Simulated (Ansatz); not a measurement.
## Run report: Ti16S, geometry relaxation (part 2 of 2)

The same run, continued: Ti16S (slab, 17 atoms in the cell); DFT PBE, scalar-relativistic, plane waves, PAW, PAW set soft_1, no spin polarisation (Ansatz 0.2.0); cutoff 420 eV, 4×4×1 k-mesh, Gaussian smearing of 0.1 eV. The structure derives from an entry of the Crystallography Open Database. The input holds or restrains some coordinates. Forces given for the steps count only the free coordinates.

### Output, continued
```
  k-point 0: bands = ["-54.9191", "-54.9063", "-54.9018", "-54.8936", "-54.8013", "-54.7869", "-54.7106", "-54.6963", "-54.1851", "-54.1460", "-54.1449", "-54.1334", "-54.0700", "-54.0312", "-54.0066", "-53.9812", "-31.2975", "-31.2957", "-31.2810", "-31.2443", "-31.2347", "-31.2308", "-31.2218", "-31.2181", "-31.1890", "-31.1765", "-31.1544", "-31.1384", "-31.1370", "-31.1051", "-31.0936", "-31.0899", "-31.0648", "-31.0606", "-31.0461", "-31.0175", "-30.9954", "-30.9868", "-30.9489", "-30.9180", "-30.5980", "-30.5852", "-30.5723", "-30.5717", "-30.5445", "-30.5309", "-30.5301", "-30.4397", "-30.4355", "-30.4325", "-30.3848", "-30.3629", "-30.3560", "-30.2814", "-30.2418", "-30.2415", "-30.1940", "-30.1875", "-30.1833", "-30.1822", "-30.1537", "-30.1524", "-30.1236", "-30.1223", "-10.3912", "-3.1484", "-1.7423", "-1.4109", "-1.1920", "-1.0305", "-0.3336", "-0.3317", "-0.3112", "-0.3004", "0.0367", "0.1791", "0.2066", "0.2259", "0.2443", "0.2504", "0.3347", "0.4821", "0.7899", "1.2535", "1.2755", "1.3896", "1.4253", "1.4287", "1.7215", "1.7347", "1.7473", "1.7474", "1.8980", "1.9028", "1.9116", "1.9193", "1.9363", "1.9923", "2.1185", "2.1859", "2.3075", "2.4555", "2.5427", "2.6796", "2.8098", "2.8462", "2.8817", "2.9020", "2.9150", "3.0052", "3.0375", "3.0471", "3.1312", "3.1330", "3.1888", "3.3256", "3.3452", "3.5075", "3.5855"]
  k-point 1: bands = ["-54.9172", "-54.9069", "-54.9017", "-54.8949", "-54.7992", "-54.7890", "-54.7086", "-54.6984", "-54.1806", "-54.1528", "-54.1433", "-54.1353", "-54.0685", "-54.0279", "-54.0083", "-53.9819", "-31.2943", "-31.2898", "-31.2822", "-31.2552", "-31.2295", "-31.2199", "-31.2122", "-31.1924", "-31.1880", "-31.1775", "-31.1440", "-31.1368", "-31.1248", "-31.1104", "-31.0897", "-31.0853", "-31.0832", "-31.0690", "-31.0474", "-31.0208", "-31.0145", "-30.9806", "-30.9587", "-30.9409", "-30.5988", "-30.5820", "-30.5802", "-30.5696", "-30.5424", "-30.5325", "-30.5258", "-30.4707", "-30.4285", "-30.4208", "-30.3765", "-30.3723", "-30.3589", "-30.2638", "-30.2495", "-30.2183", "-30.1944", "-30.1853", "-30.1818", "-30.1788", "-30.1575", "-30.1521", "-30.1356", "-30.1326", "-10.3880", "-2.9091", "-1.6427", "-1.5680", "-1.1580", "-0.9903", "-0.8925", "-0.2017", "-0.1293", "-0.1164", "0.1573", "0.2399", "0.2836", "0.3347", "0.3389", "0.4082", "0.4546", "0.5012", "0.8562", "1.2732", "1.2825", "1.2952", "1.3612", "1.3897", "1.4494", "1.6353", "1.7402", "1.7590", "1.8119", "1.8303", "1.8778", "1.9138", "2.0035", "2.0316", "2.0961", "2.1501", "2.2884", "2.4033", "2.4109", "2.5399", "2.6708", "2.6805", "2.7982", "2.8716", "2.9144", "2.9429", "3.0011", "3.0455", "3.1359", "3.1531", "3.1741", "3.2145", "3.2730", "3.3211", "3.3625"]
  k-point 2: bands = ["-54.9144", "-54.9092", "-54.9001", "-54.8971", "-54.7942", "-54.7939", "-54.7040", "-54.7030", "-54.1712", "-54.1642", "-54.1395", "-54.1393", "-54.0671", "-54.0238", "-54.0108", "-53.9826", "-31.2902", "-31.2861", "-31.2745", "-31.2711", "-31.2210", "-31.2210", "-31.1869", "-31.1862", "-31.1632", "-31.1551", "-31.1412", "-31.1393", "-31.1346", "-31.1322", "-31.0851", "-31.0792", "-31.0792", "-31.0785", "-31.0558", "-31.0270", "-31.0107", "-30.9992", "-30.9678", "-30.9626", "-30.6063", "-30.5879", "-30.5666", "-30.5601", "-30.5540", "-30.5243", "-30.5182", "-30.5087", "-30.4118", "-30.4030", "-30.3974", "-30.3942", "-30.3266", "-30.2752", "-30.2390", "-30.1970", "-30.1931", "-30.1820", "-30.1734", "-30.1705", "-30.1667", "-30.1593", "-30.1492", "-30.1460", "-10.3848", "-2.2928", "-2.2297", "-1.4367", "-1.3484", "-1.1263", "-0.5428", "-0.5294", "0.2261", "0.2307", "0.2429", "0.2904", "0.3088", "0.3946", "0.4489", "0.4521", "0.7956", "0.8159", "0.8420", "0.8432", "0.9731", "1.0910", "1.4371", "1.4459", "1.4488", "1.6069", "1.6153", "1.6643", "1.6670", "1.6930", "1.7356", "2.0094", "2.0905", "2.1782", "2.2150", "2.2372", "2.2837", "2.2963", "2.3363", "2.4029", "2.4368", "2.4559", "2.5320", "2.6837", "2.8966", "2.9107", "2.9208", "2.9243", "3.0559", "3.1331", "3.1365", "3.2286", "3.2320", "3.2981", "3.3298"]
  k-point 8: bands = ["-54.9111", "-54.9039", "-54.9033", "-54.9024", "-54.7936", "-54.7934", "-54.7045", "-54.7036", "-54.1605", "-54.1555", "-54.1529", "-54.1491", "-54.0639", "-54.0243", "-54.0095", "-53.9829", "-31.2836", "-31.2784", "-31.2779", "-31.2753", "-31.1857", "-31.1846", "-31.1598", "-31.1576", "-31.1541", "-31.1510", "-31.1501", "-31.1445", "-31.1434", "-31.1394", "-31.0893", "-31.0875", "-31.0738", "-31.0642", "-31.0601", "-31.0483", "-31.0187", "-31.0159", "-31.0074", "-31.0013", "-30.5958", "-30.5757", "-30.5644", "-30.5528", "-30.5107", "-30.5097", "-30.5049", "-30.5026", "-30.4476", "-30.4416", "-30.4399", "-30.4367", "-30.2917", "-30.2610", "-30.2464", "-30.2247", "-30.1980", "-30.1919", "-30.1886", "-30.1685", "-30.1448", "-30.1404", "-30.1367", "-30.1354", "-10.3826", "-1.7417", "-1.6688", "-1.5568", "-1.3104", "-0.9819", "-0.9804", "-0.9489", "-0.0010", "0.1712", "0.2441", "0.2703", "0.9655", "0.9821", "0.9935", "1.0004", "1.0086", "1.0318", "1.0538", "1.0735", "1.0829", "1.1155", "1.2100", "1.3246", "1.3903", "1.3909", "1.4053", "1.4071", "1.5212", "1.5501", "1.7272", "1.8378", "1.9493", "1.9603", "1.9751", "2.0320", "2.0624", "2.0806", "2.0891", "2.1468", "2.2756", "2.2774", "2.2964", "2.6493", "2.7345", "2.7350", "2.7458", "2.7770", "2.8670", "2.8746", "2.8772", "2.8812", "2.9600", "3.0465", "3.0917"]
--- Relaxed structure (3 steps of the walk, 3 accepted, 0 SCFs on fresh bases) ---
  F+E_penalty+E_count = -40889.41616187 eV   max|allowed force component| = 4.938e-4 eV/Å
  atoms:
    - { symbol: Ti, position: [0.25, 0.25, 0.19822226919999997] }
    - { symbol: Ti, position: [0.25, 0.7500000000000001, 0.19822226919999997] }
    - { symbol: Ti, position: [0.7500000000000001, 0.25, 0.19822226919999997] }
    - { symbol: Ti, position: [0.7500000000000001, 0.7500000000000001, 0.19822226919999997] }
    - { symbol: Ti, position: [0.0, 0.0, 0.27888227849999997] }
    - { symbol: Ti, position: [0.0, 0.5, 0.27888227849999997] }
    - { symbol: Ti, position: [0.5, 0.0, 0.27888227849999997] }
    - { symbol: Ti, position: [0.5, 0.5, 0.27888227849999997] }
    - { symbol: Ti, position: [0.25, 0.25, 0.35518652789999994] }
    - { symbol: Ti, position: [0.25, 0.7500000000000001, 0.35518652789999994] }
    - { symbol: Ti, position: [0.7500000000000001, 0.25, 0.35518652789999994] }
    - { symbol: Ti, position: [0.7500000000000001, 0.7500000000000001, 0.35518652789999994] }
    - { symbol: Ti, position: [0.0, 0.0, 0.4301109761] }
    - { symbol: Ti, position: [0.0, 0.5, 0.4301109761] }
    - { symbol: Ti, position: [0.5, 0.0, 0.4301109761] }
    - { symbol: Ti, position: [0.5, 0.5, 0.4301109761] }
    - { symbol: S, position: [0.0625, 0.25, 0.5101291803441456] }
```

### Trajectory as extended XYZ (Å, eV, eV/Å), 3 frames, from step=1 to step=3
```
17
Lattice="6.5107 0.0000 0.0000 0.0000 6.5107 0.0000 0.0000 0.0000 20.1794" Properties=species:S:1:pos:R:3:forces:R:3 step=1 energy=-40889.41486
Ti    1.6277    1.6277    4.0000    0.0080   0.0000   0.5596
Ti    1.6277    4.8830    4.0000   -0.0131   0.0000   0.5581
Ti    4.8830    1.6277    4.0000   -0.0222   0.0000   0.5557
Ti    4.8830    4.8830    4.0000   -0.0198   0.0000   0.5685
Ti    0.0000    0.0000    5.6277    0.0634  -0.0227  -0.5737
Ti    0.0000    3.2553    5.6277    0.0634   0.0227  -0.5737
Ti    3.2553    0.0000    5.6277   -0.0258   0.1310  -0.5319
Ti    3.2553    3.2553    5.6277   -0.0258  -0.1310  -0.5319
Ti    1.6277    1.6277    7.1674    0.0318   0.0000  -0.0579
Ti    1.6277    4.8830    7.1674    0.3813   0.0000  -0.1293
Ti    4.8830    1.6277    7.1674   -0.2220   0.0000  -0.2567
Ti    4.8830    4.8830    7.1674   -0.3390   0.0000  -0.2139
Ti    0.0000    0.0000    8.6794   -0.3251  -0.1091   0.5016
Ti    0.0000    3.2553    8.6794   -0.3251   0.1091   0.5016
Ti    3.2553    0.0000    8.6794    0.0670  -0.2357  -0.1154
Ti    3.2553    3.2553    8.6794    0.0670   0.2357  -0.1154
S     0.4069    1.6277   10.3112    0.6361   0.0000  -0.1494
17
Lattice="6.5107 0.0000 0.0000 0.0000 6.5107 0.0000 0.0000 0.0000 20.1794" Properties=species:S:1:pos:R:3:forces:R:3 step=2 energy=-40889.41605
Ti    1.6277    1.6277    4.0000    0.0072   0.0000   0.5584
Ti    1.6277    4.8830    4.0000   -0.0130   0.0000   0.5577
Ti    4.8830    1.6277    4.0000   -0.0215   0.0000   0.5546
Ti    4.8830    4.8830    4.0000   -0.0201   0.0000   0.5685
Ti    0.0000    0.0000    5.6277    0.0633  -0.0224  -0.5741
Ti    0.0000    3.2553    5.6277    0.0633   0.0224  -0.5741
Ti    3.2553    0.0000    5.6277   -0.0256   0.1308  -0.5300
Ti    3.2553    3.2553    5.6277   -0.0256  -0.1308  -0.5300
Ti    1.6277    1.6277    7.1674    0.0327   0.0000  -0.0496
Ti    1.6277    4.8830    7.1674    0.3837   0.0000  -0.1299
Ti    4.8830    1.6277    7.1674   -0.2244   0.0000  -0.2559
Ti    4.8830    4.8830    7.1674   -0.3427   0.0000  -0.2153
Ti    0.0000    0.0000    8.6794   -0.3404  -0.1580   0.4513
Ti    0.0000    3.2553    8.6794   -0.3404   0.1580   0.4513
Ti    3.2553    0.0000    8.6794    0.0687  -0.2387  -0.1191
Ti    3.2553    3.2553    8.6794    0.0687   0.2387  -0.1191
S     0.4069    1.6277   10.2991    0.6660   0.0000  -0.0443
17
Lattice="6.5107 0.0000 0.0000 0.0000 6.5107 0.0000 0.0000 0.0000 20.1794" Properties=species:S:1:pos:R:3:forces:R:3 step=3 energy=-40889.41616
Ti    1.6277    1.6277    4.0000    0.0071   0.0000   0.5581
Ti    1.6277    4.8830    4.0000   -0.0130   0.0000   0.5575
Ti    4.8830    1.6277    4.0000   -0.0214   0.0000   0.5542
Ti    4.8830    4.8830    4.0000   -0.0203   0.0000   0.5684
Ti    0.0000    0.0000    5.6277    0.0633  -0.0224  -0.5741
Ti    0.0000    3.2553    5.6277    0.0633   0.0224  -0.5741
Ti    3.2553    0.0000    5.6277   -0.0256   0.1312  -0.5295
Ti    3.2553    3.2553    5.6277   -0.0256  -0.1312  -0.5295
Ti    1.6277    1.6277    7.1674    0.0333   0.0000  -0.0471
Ti    1.6277    4.8830    7.1674    0.3840   0.0000  -0.1306
Ti    4.8830    1.6277    7.1674   -0.2255   0.0000  -0.2562
Ti    4.8830    4.8830    7.1674   -0.3435   0.0000  -0.2161
Ti    0.0000    0.0000    8.6794   -0.3471  -0.1793   0.4298
Ti    0.0000    3.2553    8.6794   -0.3471   0.1793   0.4298
Ti    3.2553    0.0000    8.6794    0.0695  -0.2400  -0.1206
Ti    3.2553    3.2553    8.6794    0.0695   0.2400  -0.1206
S     0.4069    1.6277   10.2941    0.6789   0.0000   0.0005
```

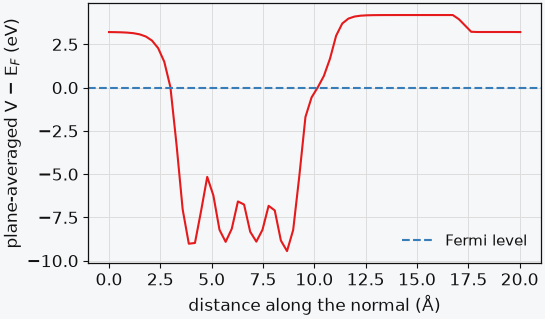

Fig. 1: Plane average of the electrostatic potential energy of an electron across the cell, from the Fermi level. The vacuum level lies 4.19 eV above the Fermi level on the upper side and 3.21 eV on the lower.

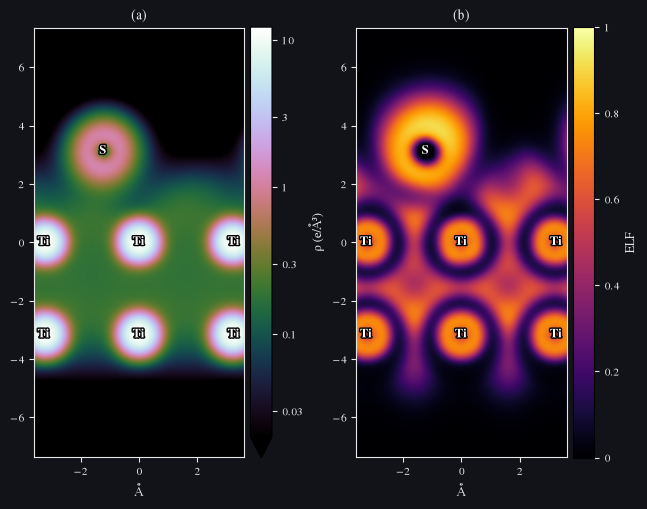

Fig. 2: (a) valence charge density (pseudo); (b) electron localisation function on the (010) plane of the calculation cell, a cut from vacuum to vacuum. The density dies away to nearly zero in the vacuum. The strong features right at Ti lie inside the PAW spheres (semicore, d or f shells) and say nothing about bonding. In a PAW calculation such maps are meaningful between the atoms, not at the nuclei.

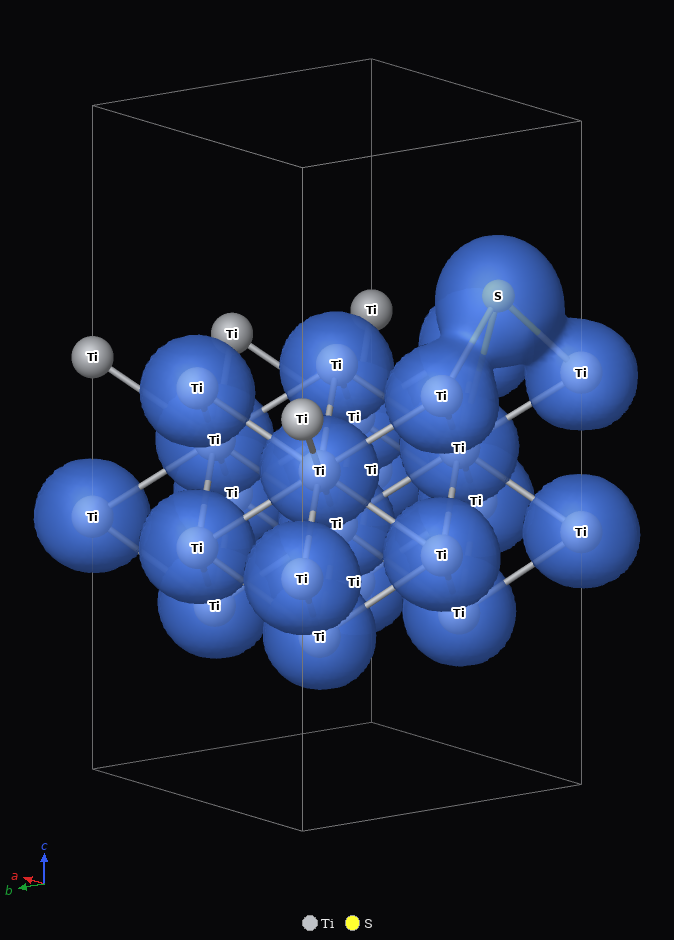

Fig. 3: Isosurface of the valence electron density at 0.3 e/Å³ (blue), seen at an oblique angle. Sticks mark near contacts. At this value the density breaks into separate islands; it holds about 80 % of the electrons treated as valence (semicore included). It is pinched off along the Ti–Ti (2.75 Å) and Ti–Ti (2.82 Å) contacts. On the grid the lowest density along these lines, outside the cores, is 0.54 e/Å³ (Ti–S, 2.33 Å), 0.21 e/Å³ (Ti–Ti, 2.75 Å) and 0.2 e/Å³ (Ti–Ti, 2.82 Å).

This output came from the following input.

### Input
```yaml
crystal:
  lattice:
    - [6.5106718526, 0.0, 0.0]
    - [0.0, 6.5106718526, 0.0]
    - [0.0, 0.0, 20.1793674177]
  atoms:
    - { symbol: Ti, position: [0.25, 0.25, 0.1982222692] }
    - { symbol: Ti, position: [0.25, 0.75, 0.1982222692] }
    - { symbol: Ti, position: [0.75, 0.25, 0.1982222692] }
    - { symbol: Ti, position: [0.75, 0.75, 0.1982222692] }
    - { symbol: Ti, position: [0.0, 0.0, 0.2788822785] }
    - { symbol: Ti, position: [0.0, 0.5, 0.2788822785] }
    - { symbol: Ti, position: [0.5, 0.0, 0.2788822785] }
    - { symbol: Ti, position: [0.5, 0.5, 0.2788822785] }
    - { symbol: Ti, position: [0.25, 0.25, 0.3551865279] }
    - { symbol: Ti, position: [0.25, 0.75, 0.3551865279] }
    - { symbol: Ti, position: [0.75, 0.25, 0.3551865279] }
    - { symbol: Ti, position: [0.75, 0.75, 0.3551865279] }
    - { symbol: Ti, position: [0.0, 0.0, 0.4301109761] }
    - { symbol: Ti, position: [0.0, 0.5, 0.4301109761] }
    - { symbol: Ti, position: [0.5, 0.0, 0.4301109761] }
    - { symbol: Ti, position: [0.5, 0.5, 0.4301109761] }
    - { symbol: S, position: [0.0625, 0.25, 0.5109797809] }
basis:
  ecutwfc: 420
kpoints:
  mp_grid: { grid: [4, 4, 1] }
hamiltonian:
  xc: pbe
  pseudopotentials: { kind: paw, azcp: { folder: soft_1 } }
scf:
  occupations: { method: gaussian, width: 0.1 }
output:
  forces: true
  eigenvalues: true
  write_density: true
  write_potential: true
  elf: true
  volumetric_format: npy
relax:
  adjacent_minimum: "off"
  f_tol: 0.025
  max_steps: 16
  constraints:
    - { sites: [0, 1, 2, 3, 4, 5, 6, 7, 8, 9, 10, 11, 12, 13, 14, 15] }
    - { sites: [16], fix: xy }
efield:
  axis: 3
  dipole_correction: true
  ramp_width: 0.04
```

Command:
```bash
ansatz run input.yaml --threads 4 --pin off --max-ram 12288MiB --backend cpu --events-out ev --progress --plain --runs-dir out
```

### Summary

| quantity | value |
| --- | --- |
| outcome | converged under the restraints of the input |
| electrons treated | 198 |
| free energy | −40889.4162 eV |
| work function, top face | 4.19 eV |
| work function, bottom face | 3.21 eV |
| Fermi energy | 2.109 eV |
| gap on the k-point mesh | none (metallic) |
| final volume | 855.38 Å³ |
| work function (upper face) | 4.19 eV |
| largest force (length of the vector) at the end, held atoms and coordinates included | 0.679 eV/Å |
| hardware | 4 threads of Arm Neoverse V2, 24 GiB of memory available, shared host |
| wall time | 93 s (CPU time 5.8 min) |
| peak memory | 2.3 GiB |

### Notes

Notes on the run: the exchange-correlation potential is rough where the density is thin.
